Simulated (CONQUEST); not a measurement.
**A series of single points on Se**

System: Se (P3₁21, 6 atoms in the cell).
Method: Kohn-Sham DFT of a periodic cell, PBEsol, PseudoDojo NC PBEsol, no spin polarisation (CONQUEST 1.3).

The 7 runs differ only in the geometry, by an even scaling of the cell at fixed fractional positions. The structure derives from an entry of the Crystallography Open Database.

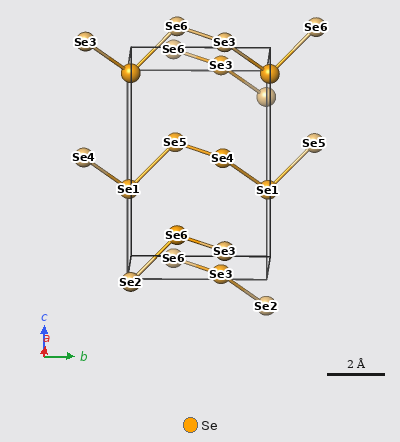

Figure 1. The structure of run 4 (ball-and-stick view of the cell of the calculation, seen at an oblique angle; neighbours outside the cell are drawn fainter; atoms are numbered from 1 in the order of the input). An atom can appear more than once, as a periodic image.

**Input of run 4**
```
IO.Title Se
IO.Coordinates coords.dat
IO.FractionalAtomicCoords T
IO.Iprint 2
IO.Iprint_init 1
General.NumberOfSpecies 1
General.PseudopotentialType hamann
AtomMove.TypeOfRun static
AtomMove.FullStress T
Grid.PointsAlongX 48
Grid.PointsAlongY 48
Grid.PointsAlongZ 72
DM.SolutionMethod diagon
Diag.MPMesh T
Diag.GammaCentred T
Diag.MPMeshX 6
Diag.MPMeshY 6
Diag.MPMeshZ 4
Diag.kT 0.00183747
minE.SCTolerance 1e-6
SC.MaxIters 100
IO.AtomChargeOutput T
%block ChemicalSpeciesLabel
1 78.960 Se
%endblock
```

Command:
```bash
OMP_NUM_THREADS=1 Conquest
```

Lattice vectors (Å) and fractional positions of run 4:
```
   4.366200    0.000000    0.000000
   0.000000    4.953600    0.000000
   0.000000    0.000000    7.562480
Se  0.387300  0.000000  0.387300
Se  0.887300  0.000000  0.887300
Se  0.225400  0.666667  0.000000
Se  0.725400  0.666667  0.500000
Se  0.387300  0.333333  0.612700
Se  0.887300  0.333333  0.112700
```

Run 5 has the same physical settings and fractional positions; its lattice vectors (Å) are:
```
   4.395116    0.000000    0.000000
   0.000000    4.986406    0.000000
   0.000000    0.000000    7.612564
```

**Results, with one run withheld**

```csv
run,volume per atom (Å³),"free energy per atom, from the lowest run given (meV)",pressure (GPa),gap on the mesh (eV)
1,25.625,47.10,6.50,0.99
2,26.170,27.88,4.84,0.96
3,26.716,14.10,3.33,0.94
4,27.261,5.22,1.95,0.92
5,27.806,?,?,?
6,28.351,0.00,−0.33,0.89
7,28.896,2.88,−1.32,0.87
```

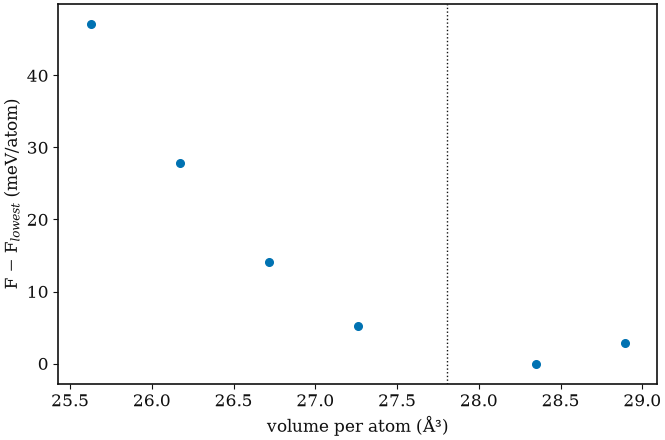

Figure 2. Free energy per atom of the runs given; the dotted line marks run 5.

What should run 5 give?

A cubic polynomial in V^(−2/3) (the Birch–Murnaghan form), fitted to the 6 runs given, misses them by at most 0.02 meV per atom. With x = V^(−2/3) − 0.11076 Å⁻², it reads F = 6.9474 + 5200 x + 9.565e+05 x² + 2.7988e+06 x³ (meV per atom). At run 5 it gives 0.66 meV per atom, and the run itself gives 0.60. The slope of the fit gives a pressure −dF/dV of 0.74 GPa there, and the run prints 0.73 GPa. The fit has its minimum at 28.172 Å³ per atom, where V d²F/dV² gives 55 GPa. Cell shape and fractional positions are held, so this is the stiffness under even scaling; the relaxed bulk modulus wasn't computed and can be far lower in a crystal of layers, chains or molecules like this one. The gap on the mesh goes, without turning, from 0.99 eV in run 1 to 0.87 eV in run 7; run 5 has 0.91 eV. These are gaps of this functional on this mesh, which can miss the band edges; they aren't the measured gap.

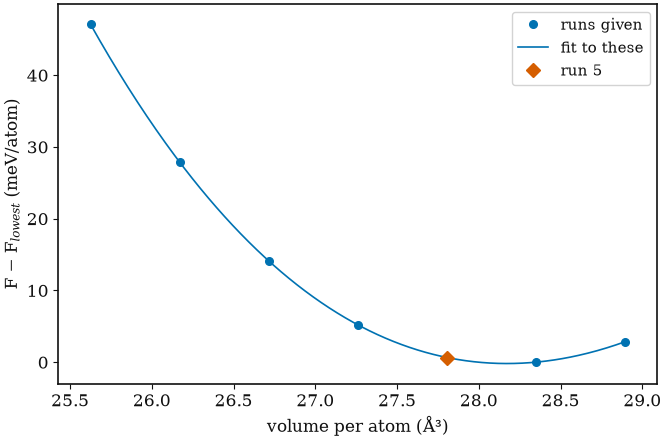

Figure 3. The fit and the withheld run.

**Some lines of the output (run 5)**
```
[...]
          DFT Total Energy                 :      -726.545946578125267 Ha
          Free Energy (E-TS)               :      -726.560087121010383 Ha
          DFT Total Energy                 :      -726.556980053925827 Ha
          Free Energy (E-TS)               :      -726.557476911803747 Ha
          DFT Total Energy                 :      -726.557419438943384 Ha
          Free Energy (E-TS)               :      -726.557429139037481 Ha
          DFT Total Energy                 :      -726.557427576754662 Ha
          Free Energy (E-TS)               :      -726.557428290492112 Ha
          DFT Total Energy                 :      -726.557428095796581 Ha
          Free Energy (E-TS)               :      -726.557428288319898 Ha
          DFT Total Energy                 :      -726.557428101584378 Ha
      | Free Energy as E-TS      =      -726.557428288319898 Ha
      |* DFT total energy        =      -726.557428101584378 Ha
    force: Average pressure:      0.72717306 GPa
```

Notes: With a small basis of atomic orbitals these values can differ much from converged plane-wave results.
